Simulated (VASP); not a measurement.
Geometry relaxation of InSe (part 3 of 4)

Continued. System: InSe (P6₃/mmc, 8 atoms in the cell). Method: Kohn-Sham DFT of a periodic cell, LDA, VASP PAW LDA potentials, recommended, no spin polarisation (VASP 6.6.1); cutoff 600 eV, 9×9×2 k-mesh, Gaussian smearing of 0.03 eV. The structure derives from an entry of the Crystallography Open Database.

Geometry of the input (Å; fractional positions):
```
4.0500  0.0000  0.0000
-2.0250  3.5074  0.0000
0.0000  0.0000  16.9300
In 0.3333  0.6667  0.1570
In 0.6667  0.3333  0.6570
In 0.3333  0.6667  0.3430
In 0.6667  0.3333  0.8430
Se 0.3333  0.6667  0.6020
Se 0.6667  0.3333  0.1020
Se 0.3333  0.6667  0.8980
Se 0.6667  0.3333  0.3980
```

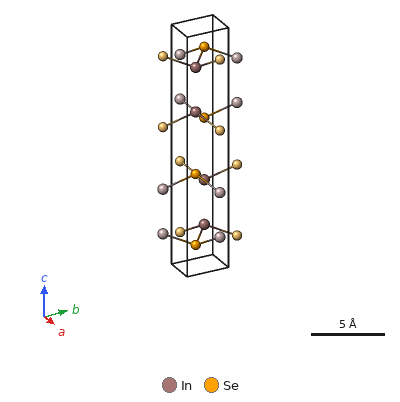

Fig. 1: The structure as given in the input (ball-and-stick view of the cell of the calculation, seen slightly off an axis; neighbours outside the cell are drawn fainter). An atom can appear more than once, as a periodic image.

## Parts of OUTCAR, continued
```
 -----------------------------------------------------------------------------
  energy-cutoff  :      600.00
  volume of cell :      240.49
      direct lattice vectors                 reciprocal lattice vectors
     4.050000000  0.000000000  0.000000000     0.246913580  0.142555622  0.000000000
    -2.025000000  3.507402885  0.000000000     0.000000000  0.285111244  0.000000000
     0.000000000  0.000000000 16.930000000     0.000000000  0.000000000  0.059066745

 POSITION                                       TOTAL-FORCE (eV/Angst)
 -----------------------------------------------------------------------------------
     -0.00000      2.33827      2.65801         0.000000     -0.000000      2.634336
      2.02500      1.16913     11.12301        -0.000000      0.000000      2.634336
     -0.00000      2.33827      5.80699         0.000000     -0.000000     -2.634336
      2.02500      1.16913     14.27199        -0.000000      0.000000     -2.634336
     -0.00000      2.33827     10.19186         0.000000      0.000000     -1.668304
      2.02500      1.16913      1.72686         0.000000     -0.000000     -1.668304
     -0.00000      2.33827     15.20314         0.000000      0.000000      1.668304
      2.02500      1.16913      6.73814         0.000000     -0.000000      1.668304
 -----------------------------------------------------------------------------------
    total drift:                               -0.000000     -0.000000      0.000000

  FREE ENERGIE OF THE ION-ELECTRON SYSTEM (eV)
  ---------------------------------------------------
  free  energy   TOTEN  =       -31.7171256434 eV

  energy  without entropy=      -31.7167330405  energy(sigma->0) =      -31.71692934

--------------------------------------- Ionic step        2  -------------------------------------------

 number of electron      76.0000017 magnetization

------------------------ aborting loop because EDIFF is reached ----------------------------------------

  FORCE on cell =-STRESS in cart. coord.  units (eV):
  Direction    XX          YY          ZZ          XY          YZ          ZX
  --------------------------------------------------------------------------------------
  -------------------------------------------------------------------------------------
  Total       -8.3723800     -8.3723800     -4.3902801      0.0000000      0.0000000      0.0000000
  in kB      -50.8954001    -50.8954001    -26.6883567      0.0000000      0.0000000      0.0000000
  external PRESSURE =     -42.8263856 kB  Pullay stress =       0.0000000 kB

 VOLUME and BASIS-vectors are now :
 -----------------------------------------------------------------------------
  energy-cutoff  :      600.00
  volume of cell :      263.56
      direct lattice vectors                 reciprocal lattice vectors
     4.263357788  0.000000000 -0.000000000     0.234556903  0.135421491 -0.000000000
    -2.131678894  3.692176150  0.000000000    -0.000000000  0.270842982 -0.000000000
     0.000000000  0.000000000 16.743520794     0.000000000  0.000000000  0.059724595

 POSITION                                       TOTAL-FORCE (eV/Angst)
 -----------------------------------------------------------------------------------
     -0.00000      2.46145      2.75442        -0.000000     -0.000000      0.247053
      2.13168      1.23073     11.12618         0.000000      0.000000      0.247053
     -0.00000      2.46145      5.61734        -0.000000     -0.000000     -0.247053
      2.13168      1.23073     13.98910         0.000000      0.000000     -0.247053
     -0.00000      2.46145     10.00000         0.000000     -0.000000      0.063673
      2.13168      1.23073      1.62824         0.000000     -0.000000      0.063673
     -0.00000      2.46145     15.11528        -0.000000      0.000000     -0.063673
      2.13168      1.23073      6.74352        -0.000000      0.000000     -0.063673
 -----------------------------------------------------------------------------------
    total drift:                               -0.000000      0.000000      0.000000

  FREE ENERGIE OF THE ION-ELECTRON SYSTEM (eV)
  ---------------------------------------------------
  free  energy   TOTEN  =       -32.6633097698 eV

  energy  without entropy=      -32.6632897152  energy(sigma->0) =      -32.66329974

--------------------------------------- Ionic step        3  -------------------------------------------

 number of electron      76.0000008 magnetization

------------------------ aborting loop because EDIFF is reached ----------------------------------------

  FORCE on cell =-STRESS in cart. coord.  units (eV):
  Direction    XX          YY          ZZ          XY          YZ          ZX
  --------------------------------------------------------------------------------------
  -------------------------------------------------------------------------------------
  Total       -5.2131740     -5.2131740     -4.0298185      0.0000000      0.0000000      0.0000000
  in kB      -32.3657090    -32.3657090    -25.0189099      0.0000000      0.0000000      0.0000000
  external PRESSURE =     -29.9167759 kB  Pullay stress =       0.0000000 kB

 VOLUME and BASIS-vectors are now :
 -----------------------------------------------------------------------------
  energy-cutoff  :      600.00
  volume of cell :      258.06
      direct lattice vectors                 reciprocal lattice vectors
     4.213148249  0.000000000 -0.000000000     0.237352199  0.137035356 -0.000000000
    -2.106574125  3.648693414  0.000000000    -0.000000000  0.274070712 -0.000000000
     0.000000000  0.000000000 16.787404990     0.000000000  0.000000000  0.059568468

 POSITION                                       TOTAL-FORCE (eV/Angst)
 -----------------------------------------------------------------------------------
     -0.00000      2.43246      2.73165         0.000000     -0.000000      0.822705
      2.10657      1.21623     11.12536         0.000000     -0.000000      0.822705
     -0.00000      2.43246      5.66205        -0.000000      0.000000     -0.822705
      2.10657      1.21623     14.05575         0.000000      0.000000     -0.822705
     -0.00000      2.43246     10.04520        -0.000000      0.000000     -0.289865
      2.10657      1.21623      1.65150         0.000000     -0.000000     -0.289865
     -0.00000      2.43246     15.13591        -0.000000      0.000000      0.289865
      2.10657      1.21623      6.74220         0.000000     -0.000000      0.289865
 -----------------------------------------------------------------------------------
    total drift:                               -0.000000      0.000000      0.000000

  FREE ENERGIE OF THE ION-ELECTRON SYSTEM (eV)
  ---------------------------------------------------
  free  energy   TOTEN  =       -32.7413261133 eV

  energy  without entropy=      -32.7412155236  energy(sigma->0) =      -32.74127082

[... ionic steps 4 to 21 ...]

--------------------------------------- Ionic step       22  -------------------------------------------

 number of electron      75.9999990 magnetization

------------------------ aborting loop because EDIFF is reached ----------------------------------------

  FORCE on cell =-STRESS in cart. coord.  units (eV):
  Direction    XX          YY          ZZ          XY          YZ          ZX
  --------------------------------------------------------------------------------------
  -------------------------------------------------------------------------------------
  Total        0.0123086      0.0123086     -0.0073482      0.0000000      0.0000000     -0.0000000
  in kB        0.0877543      0.0877543     -0.0523894      0.0000000      0.0000000     -0.0000000
  external PRESSURE =       0.0410397 kB  Pullay stress =       0.0000000 kB

 VOLUME and BASIS-vectors are now :
 -----------------------------------------------------------------------------
  energy-cutoff  :      600.00
  volume of cell :      224.72
      direct lattice vectors                 reciprocal lattice vectors
     3.967548746  0.000000000  0.000000000     0.252044792  0.145518129 -0.000000000
    -1.983774373  3.435998005 -0.000000000    -0.000000000  0.291036257 -0.000000000
     0.000000000  0.000000000 16.484501906    -0.000000000  0.000000000  0.060663040

 POSITION                                       TOTAL-FORCE (eV/Angst)
 -----------------------------------------------------------------------------------
     -0.00000      2.29067      2.74958         0.000000     -0.000000     -0.011627
      1.98377      1.14533     10.99183        -0.000000     -0.000000     -0.011627
     -0.00000      2.29067      5.49267        -0.000000      0.000000      0.011627
      1.98377      1.14533     13.73493        -0.000000      0.000000      0.011627
     -0.00000      2.29067      9.71629        -0.000000      0.000000      0.003358
      1.98377      1.14533      1.47404        -0.000000     -0.000000      0.003358
     -0.00000      2.29067     15.01046         0.000000      0.000000     -0.003358
      1.98377      1.14533      6.76821         0.000000      0.000000     -0.003358
 -----------------------------------------------------------------------------------
    total drift:                               -0.000000      0.000000      0.000000

  FREE ENERGIE OF THE ION-ELECTRON SYSTEM (eV)
  ---------------------------------------------------
  free  energy   TOTEN  =       -33.3293482417 eV

  energy  without entropy=      -33.3293482417  energy(sigma->0) =      -33.32934824

--------------------------------------- Ionic step       23  -------------------------------------------

 number of electron      75.9999989 magnetization

------------------------ aborting loop because EDIFF is reached ----------------------------------------

  FORCE on cell =-STRESS in cart. coord.  units (eV):
  Direction    XX          YY          ZZ          XY          YZ          ZX
  --------------------------------------------------------------------------------------
  -------------------------------------------------------------------------------------
  Total        0.0381910      0.0381910      0.0270844      0.0000000     -0.0000000      0.0000000
  in kB        0.2723000      0.2723000      0.1931107      0.0000000     -0.0000000      0.0000000
  external PRESSURE =       0.2459036 kB  Pullay stress =       0.0000000 kB

 VOLUME and BASIS-vectors are now :
 -----------------------------------------------------------------------------
  energy-cutoff  :      600.00
  volume of cell :      224.71
      direct lattice vectors                 reciprocal lattice vectors
     3.967475672  0.000000000  0.000000000     0.252049435  0.145520809 -0.000000000
    -1.983737836  3.435934721 -0.000000000    -0.000000000  0.291041618 -0.000000000
     0.000000000  0.000000000 16.484085291    -0.000000000  0.000000000  0.060664573

 POSITION                                       TOTAL-FORCE (eV/Angst)
 -----------------------------------------------------------------------------------
     -0.00000      2.29062      2.74949         0.000000     -0.000000     -0.011215
      1.98374      1.14531     10.99153        -0.000000      0.000000     -0.011215
     -0.00000      2.29062      5.49255         0.000000     -0.000000      0.011215
      1.98374      1.14531     13.73459         0.000000      0.000000      0.011215
     -0.00000      2.29062      9.71603         0.000000     -0.000000      0.002656
      1.98374      1.14531      1.47399        -0.000000     -0.000000      0.002656
     -0.00000      2.29062     15.01010         0.000000      0.000000     -0.002656
      1.98374      1.14531      6.76806        -0.000000      0.000000     -0.002656
 -----------------------------------------------------------------------------------
    total drift:                               -0.000000      0.000000      0.000000

  FREE ENERGIE OF THE ION-ELECTRON SYSTEM (eV)
  ---------------------------------------------------
  free  energy   TOTEN  =       -33.3293457032 eV

  energy  without entropy=      -33.3293457032  energy(sigma->0) =      -33.32934570

--------------------------------------- Ionic step       24  -------------------------------------------

 number of electron      75.9999989 magnetization

 Free energy of the ion-electron system (eV)
  ---------------------------------------------------
  ext. energy  EPLUGINS =         0.00000000
  ---------------------------------------------------
  free energy    TOTEN  =       -33.32936982 eV

  energy without entropy =      -33.32936982  energy(sigma->0) =      -33.32936982

 E-fermi :   4.5206     XC(G=0):  -9.4422     alpha+bet : -9.8671

 val. band max:        4.3513087673   @ k =   0.0000   0.0000   0.0000
 cond. band min:       4.6530064633   @ k =   0.0000   0.0000   0.0000
 fundamental gap:      0.3016976960
 Fermi energy:         4.5205633842

 k-point     1 :       0.0000    0.0000    0.0000
  band No.  band energies     occupation
      1     -10.5196      2.00000
      2     -10.5188      2.00000
      3     -10.3012      2.00000
      4     -10.3012      2.00000
      5     -10.3006      2.00000
      6     -10.3006      2.00000
      7     -10.2003      2.00000
      8     -10.2003      2.00000
      9     -10.2001      2.00000
     10     -10.2001      2.00000
     11     -10.1918      2.00000
     12     -10.1918      2.00000
     13     -10.1917      2.00000
     14     -10.1917      2.00000
     15     -10.0133      2.00000
     16      -9.9963      2.00000
     17      -9.9918      2.00000
     18      -9.9918      2.00000
     19      -9.9915      2.00000
     20      -9.9915      2.00000
     21      -9.4164      2.00000
     22      -9.2335      2.00000
     23      -9.0865      2.00000
     24      -8.8963      2.00000
     25      -2.2557      2.00000
     26      -1.8422      2.00000
     27      -0.1668      2.00000
     28       0.8683      2.00000
     29       2.6363      2.00000
     30       2.9190      2.00000
     31       2.9190      2.00000
     32       2.9992      2.00000
     33       2.9992      2.00000
     34       3.1594      2.00000
     35       3.1594      2.00000
     36       3.2450      2.00000
     37       3.2450      2.00000
     38       4.3513      2.00000
     39       4.6530      0.00000
     40       6.1124      0.00000
     41       6.3946      0.00000
     42       6.4174      0.00000
     43       8.4969      0.00000
     44       8.4969      0.00000
     45       8.6727      0.00000
```
